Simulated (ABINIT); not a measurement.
## GaN (F-43m): refractive index against wavelength

The refractive index of GaN (F-43m) below the direct gap (1.77 eV on the mesh) is read from one computed spectrum, n = √(Re ε).

It takes space group F-43m (No. 216, cubic). Conventional cell: a = 4.507 Å, b = 4.507 Å, c = 4.507 Å, α = 90.00°, β = 90.00°, γ = 90.00°. Ga on site a has 4 N at 1.95 Å as nearest neighbours. Around N on site d lie 4 Ga at 1.95 Å.

Method: ABINIT 10.8.3, LDA, independent particles, k-mesh 13×13×13, Lorentzian half width 0.04 eV.

Launch of the response step: `optic optic.abi`. The run took 85 s, its band step included, on 4 threads of AMD EPYC (Zen 3), with other jobs on the host.

```
wavelength (nm)  photon energy E (eV)       n
           3000                 0.413  2.4717
           2000                 0.620  2.4799
           1550                 0.800  2.4904
           1310                 0.946  2.5017
           1064                 1.165       ?
```

In the single-oscillator model n² − 1 = E₀E_d/(E₀² − E²), so 1/(n² − 1) = E₀/E_d − E²/(E₀E_d) is linear in E².

Working, on the rows shown:

| x = E² (eV²) | y = 1/(n² − 1) |
| --- | --- |
| 0.170801 | 0.195721 |
| 0.384302 | 0.194178 |
| 0.639837 | 0.19223 |
| 0.895757 | 0.190168 |

Means: x̄ = 0.52267, ȳ = 0.19307. Σ(x − x̄)(y − ȳ) = -0.002267, Σ(x − x̄)² = 0.2959. Slope = -0.002267 / 0.2959 = -0.007663; intercept = ȳ − slope · x̄ = 0.19708. Turned back into n, the line misses the rows shown by at most 0.00029.

Question: Predict the last column of the withheld row from the fit.

Answer: At x = 1.3578 the line gives y = 0.18667, that is 2.5213. The run gave 2.5247, so the extrapolation is off by 0.0034, 6 % of the range in the table. Beyond its data the fit drifts from the curve.

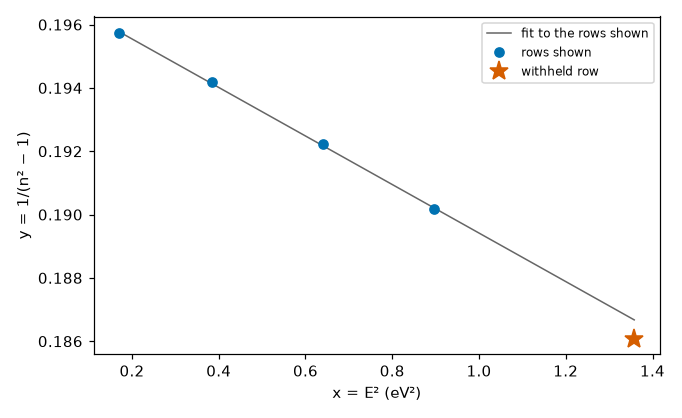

Refitted with all rows, the slope is -0.00813 and the intercept 0.19728. These give E₀ = √(intercept/−slope) = 4.93 eV and E_d = E₀/intercept = 25.0 eV; E₀ is 2.8 times the direct gap. The electronic limit at long wavelengths, without lattice vibrations, is n = √(1 + 1/intercept) = 2.464. Excitons are left out and so are local fields; LDA gaps are as a rule too small. The values come from a sum over the points of one k-mesh and carry its error, which grows as the direct gap shrinks. Spin-orbit coupling is left out.

[Logs are printed without paths, hosts, clocks, repeated set-up lines and the standing remarks that a program may print on its own settings, such as how far it seeks lower states.]
